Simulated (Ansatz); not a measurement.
**Rh: a failed or faulty run and its cure**

System: Rh (Pm-3m, 1 atom in the cell).
Method of the first run: DFT, PBE, plane waves, PAW, no spin polarisation (Ansatz 0.2.0).

Some settings of this run were made unusual or wrong on purpose. Text and figures count atoms from 1; the logs count them from 0 in places.

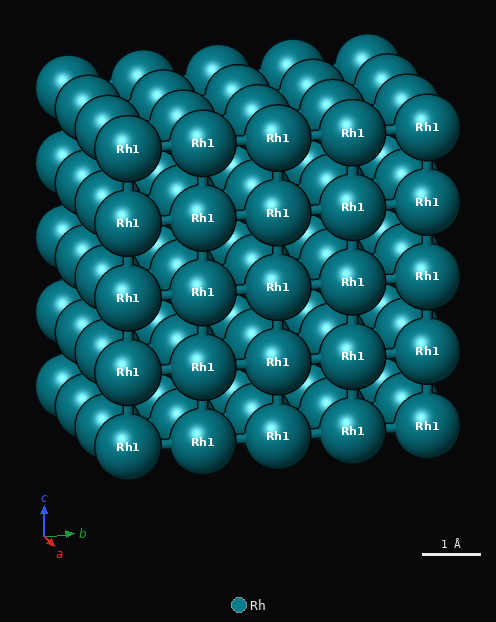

Fig. 1: The input geometry (ball-and-stick view of the cell of the calculation, repeated 3 × 4 × 4, seen at an oblique angle; atoms are numbered from 1 in the order of the input).

**Input, the first run**
```yaml
crystal:
  lattice:
    - [1.34261679, 0.0, 0.0]
    - [0.0, 1.34261679, 0.0]
    - [0.0, 0.0, 1.34261679]
  atoms:
    - { symbol: Rh, position: [0.0, 0.0, 0.0] }
kpoints:
  mp_grid: { grid: [15, 15, 15] }
  band_path:
    path:
      - [0.0, 0.0, 0.0]
      - [0.0, 0.5, 0.0]
      - [0.5, 0.5, 0.0]
      - [0.0, 0.0, 0.0]
      - [0.5, 0.5, 0.5]
      - [0.0, 0.5, 0.0]
      - [0.5, 0.5, 0.5]
      - [0.5, 0.5, 0.0]
    npoints: 8
scf:
  occupations: { method: fermi_dirac, width: 0.1 }
  max_iter: 75
hamiltonian:
  xc: pbe
  pseudopotentials: { kind: paw }
output:
  forces: true
  stress: true
  eigenvalues: true
  populations: true
```

Command:
```bash
ansatz run input.yaml --threads 1 --pin off --max-ram 2048MiB --backend cpu --events-out ev --progress --plain --runs-dir out
```

Hardware: 1 thread of Arm Neoverse V2, 24 GiB of memory available, shared host.

**Output, shortened to warnings, some set-up lines, iterations and results (the first run)**
```
Basis set: ecut = 420 eV, 57 PW (Γ), exchange–correlation on 18×18×18 points (8 copies of the dense FFT grid, shifted against one another)
Symmetry: 48 space group operations
k-points: 120 of 3375
Initial density: superposition of atomic densities (neutral atoms: chi_scale 0, normalization atom), corrected by the library's trained network
[...]
SCF iter   1: F=—  HF=-6290.946696 eV  |F-HF|=—  |Δ(HF+E_count)|=         —  Δρ=3.92e0  dr2=1.14e2  ethr=1.77e-3  ⟨swp⟩=1.1  Hψ=5751  notcnv=0
SCF iter   2: F=—  HF=-6213.062052 eV  |F-HF|=—  |Δ(HF+E_count)|=    7.79e1  Δρ=1.34e0  dr2=8.88e0  ethr=1.77e-3  ⟨swp⟩=4.2  Hψ=7002  notcnv=0  defer=42
SCF iter   3: F=—  HF=-6212.210447 eV  |F-HF|=—  |Δ(HF+E_count)|=   8.52e-1  Δρ=3.08e-1  dr2=4.82e-1  ethr=1.77e-3  ⟨swp⟩=4.2  Hψ=5389  notcnv=0  defer=43
SCF iter   4: F=—  HF=-6213.020144 eV  |F-HF|=—  |Δ(HF+E_count)|=   8.10e-1  Δρ=3.15e-2  dr2=3.93e-3  ethr=1.77e-3  ⟨swp⟩=2.8  Hψ=3709  notcnv=0  defer=43
SCF iter   5: F=—  HF=-6213.022889 eV  |F-HF|=—  |Δ(HF+E_count)|=   2.74e-3  Δρ=2.06e-3  dr2=1.96e-5  ethr=2.31e-5  ⟨swp⟩=2.1  Hψ=2714  notcnv=0  defer=42
SCF iter   6: F=—  HF=-6213.022828 eV  |F-HF|=—  |Δ(HF+E_count)|=   6.03e-5  Δρ=3.02e-4  dr2=3.65e-7  ethr=1.15e-7  ⟨swp⟩=2.2  Hψ=2577  notcnv=0  defer=42
SCF iter   7: F=-6213.022828 eV  HF=-6213.022828 eV  |F-HF|=7.61e-10  |Δ(HF+E_count)|=   1.41e-7  Δρ=1.99e-5  dr2=1.66e-9  ethr=5.88e-10  ⟨swp⟩=7.7  Hψ=8744  notcnv=0
SCF 1 converged in 7 iterations: F = -6213.022828 eV  dr2 = 1.66e-9
NSCF: frozen V_eff on 57 k-points
SCF converged after 7 iterations
Free energy (F): -6213.022828 eV
Harris-Foulkes:  -6213.022828 eV  (|F-HF|=7.61e-10)
Internal energy: -6213.012143 eV  (E = F + TS)
E sigma→0 (E₀):  -6213.017486 eV
Entropy (-TS):   -0.010685 eV (-10.685 meV/atom)
Fermi energy:    138.865287 eV
--- Per-component energies (eV) ---
  E_band       = 1511.547474
  E_kinetic    = 826.751565
  E_local      = 570.688802  (includes V_loc(G=0)·N_el)
  E_nonlocal   = 612.770143
  E_hartree    = 111.247643
  E_xc         = -247.633299
  E_vxc        = -313.712617  (∫ρ·V_xc dr)
  E_paw        = -3689.676271  (= ΣΔE_a)
  E_vpaw       = -407.447434  (= ΣTr[D̂ρ^β])
  E_aug_tail   = 0.001062  (compensation charges beyond the density's cutoff)
  E_ewald      = -4397.161788
  E_smearing   = -0.010685  (= −TS)
  E_closure    = 0.000000  (closes the sum)
  Σ components = -6213.022828   (vs F -6213.022828, Δ=0.00e0)
--- Forces (eV/Å), atoms counted from 1 ---
  atom   1  Rh     0.00000000     0.00000000     0.00000000
  max |Σ_I F_I| component: 1.73e-31 eV/Å
--- Stress (GPa, compression-positive) ---
    22706.823283      -0.000000       0.000000
        0.000000   22706.823283       0.000000
        0.000000       0.000000   22706.823283
  P = ⅓ Tr σ = 22706.8233 GPa (227068.233 kbar)
--- Löwdin populations: 1 site ---
  site symbol       q [e]
     0     Rh     16.0561
  spilling = 0.055524 (of n_electrons = 17.000000)
```

Q: What went wrong, and how is the input to be mended?

A: The input was spoiled on purpose: a lattice far too small (`crystal.lattice`). The atoms are squeezed together and the pressure is enormous. The program still converged, but the numbers can't be taken as results for the intended system.

A run of the same system that converges differs from this input as follows (lines with − go, lines with + come):
```diff
-    - [1.34261679, 0.0, 0.0]
-    - [0.0, 1.34261679, 0.0]
-    - [0.0, 0.0, 1.34261679]
+    - [1.8694094894, 0.0, 0.0]
+    - [0.0, 1.8694094894, 0.0]
+    - [0.0, 0.0, 1.8694094894]
-  max_iter: 75
+  dos: { projected: true, de: 0.2, e_range: [-14, 8] }
```

**Output, shortened to warnings, some set-up lines, iterations and results (the second run)**
```
Basis set: ecut = 420 eV, 123 PW (Γ), exchange–correlation on 30×30×30 points (8 copies of the dense FFT grid, shifted against one another)
Symmetry: 48 space group operations
k-points: 120 of 3375
Initial density: superposition of atomic densities (neutral atoms: chi_scale 0, normalization atom), corrected by the library's trained network
[...]
SCF iter   1: F=—  HF=-6383.981016 eV  |F-HF|=—  |Δ(HF+E_count)|=         —  Δρ=2.39e-1  dr2=2.25e0  ethr=1.77e-3  ⟨swp⟩=6.0  Hψ=10061  notcnv=0
SCF iter   2: F=—  HF=-6383.019736 eV  |F-HF|=—  |Δ(HF+E_count)|=   9.61e-1  Δρ=8.09e-2  dr2=1.17e-1  ethr=1.77e-3  ⟨swp⟩=3.0  Hψ=4391  notcnv=0  defer=26
SCF iter   3: F=—  HF=-6382.949667 eV  |F-HF|=—  |Δ(HF+E_count)|=   7.01e-2  Δρ=2.72e-2  dr2=1.18e-2  ethr=6.91e-4  ⟨swp⟩=2.0  Hψ=2151  notcnv=0  defer=26
SCF iter   4: F=—  HF=-6382.940852 eV  |F-HF|=—  |Δ(HF+E_count)|=   8.81e-3  Δρ=1.25e-3  dr2=3.23e-5  ethr=6.97e-5  ⟨swp⟩=2.2  Hψ=2474  notcnv=0  defer=26
SCF iter   5: F=—  HF=-6382.940920 eV  |F-HF|=—  |Δ(HF+E_count)|=   6.75e-5  Δρ=3.04e-4  dr2=3.29e-6  ethr=1.90e-7  ⟨swp⟩=2.0  Hψ=2589  notcnv=0  defer=26
SCF iter   6: F=-6382.940919 eV  HF=-6382.940919 eV  |F-HF|=5.74e-8  |Δ(HF+E_count)|=   1.04e-6  Δρ=4.82e-5  dr2=9.06e-8  ethr=5.88e-10  ⟨swp⟩=6.4  Hψ=9246  notcnv=0
SCF 1 converged in 6 iterations: F = -6382.940919 eV  dr2 = 9.06e-8
NSCF: frozen V_eff on 57 k-points
SCF converged after 6 iterations
Free energy (F): -6382.940919 eV
Harris-Foulkes:  -6382.940919 eV  (|F-HF|=5.74e-8)
Internal energy: -6382.924369 eV  (E = F + TS)
E sigma→0 (E₀):  -6382.932644 eV
Entropy (-TS):   -0.016549 eV (-16.549 meV/atom)
Fermi energy:    54.139785 eV
--- Per-component energies (eV) ---
  E_band       = 359.924083
  E_kinetic    = 638.778242
  E_local      = -750.662743  (includes V_loc(G=0)·N_el)
  E_nonlocal   = 388.817859
  E_hartree    = 336.500121
  E_xc         = -235.483776
  E_vxc        = -297.166461  (∫ρ·V_xc dr)
  E_paw        = -3602.817067  (= ΣΔE_a)
  E_vpaw       = -292.853151  (= ΣTr[D̂ρ^β])
  E_aug_tail   = 0.000808  (compensation charges beyond the density's cutoff)
  E_ewald      = -3158.057814
  E_smearing   = -0.016549  (= −TS)
  E_closure    = -0.000000  (closes the sum)
  Σ components = -6382.940919   (vs F -6382.940919, Δ=0.00e0)
--- Forces (eV/Å), atoms counted from 1 ---
  atom   1  Rh    -0.00000000     0.00000000     0.00000000
  max |Σ_I F_I| component: 7.40e-32 eV/Å
--- Stress (GPa, compression-positive) ---
     1467.833218      -0.000000       0.000000
        0.000000    1467.833218       0.000000
       -0.000000       0.000000    1467.833218
  P = ⅓ Tr σ = 1467.8332 GPa (14678.332 kbar)
--- Löwdin populations: 1 site ---
  site symbol       q [e]
     0     Rh     16.8814
  spilling = 0.006976 (of n_electrons = 17.000000)
```

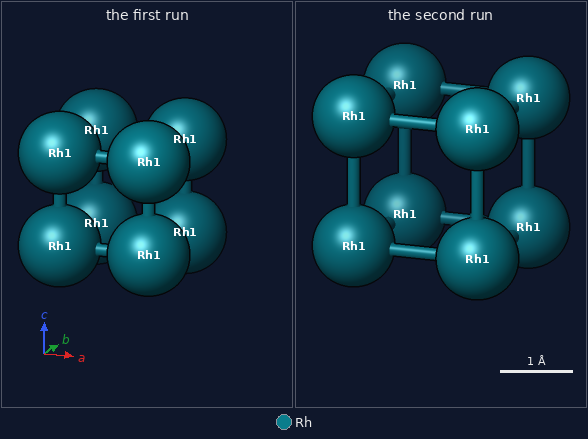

Fig. 2: The two input geometries at one scale (ball-and-stick view of the cell of the calculation, seen slightly off an axis). No atom moves by more than 0.005 Å relative to the cell. The volume changes by +169.9 %, with a = b = c 1.343 → 1.869 Å (+39.2 %). Among the contacts that change: Rh1–Rh1 1.343 → 1.869 Å.

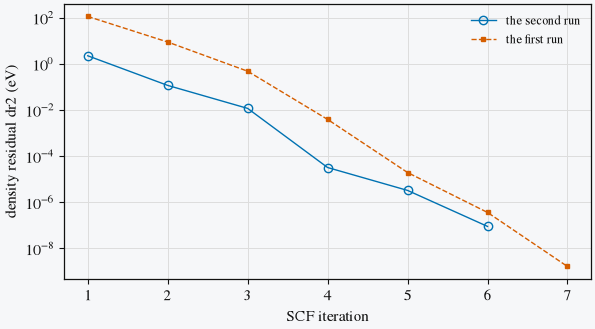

Fig. 3: Convergence of the two runs: density residual dr2 against the SCF iteration. The second run takes 6 iterations in all, and the first run takes 7.

**The two runs side by side**

| quantity | the first run | the second run |
| --- | --- | --- |
| outcome | converged | converged |
| free energy per atom (eV) | −6213.0228 | −6382.9409 |
| energy per atom, smearing taken to zero (eV) | −6213.0175 | −6382.9326 |
| pressure (GPa) | 22706.82 | 1467.83 |
| volume per atom (Å³) | 2.42 | 6.53 |
| largest force (eV/Å) | 0.000 | 0.000 |
| SCF iterations | 7 | 6 |
| irreducible k-points | 120 | 120 |
| plane waves at Γ | 57 | 123 |
| wall time (shared host) | 0.93 s | 1.5 s |

With the same functional and potentials, the second run lies 169918.1 meV per atom lower. The pressure goes from 22706.82 to 1467.83 GPa. The volume per atom goes from 2.42 to 6.53 Å³. The SCF takes 6 iterations against 7. The plane waves at Γ go from 57 to 123.

Notes on the second run: The cell is under a pressure of 1468 GPa at this level, so it is not at its equilibrium volume.
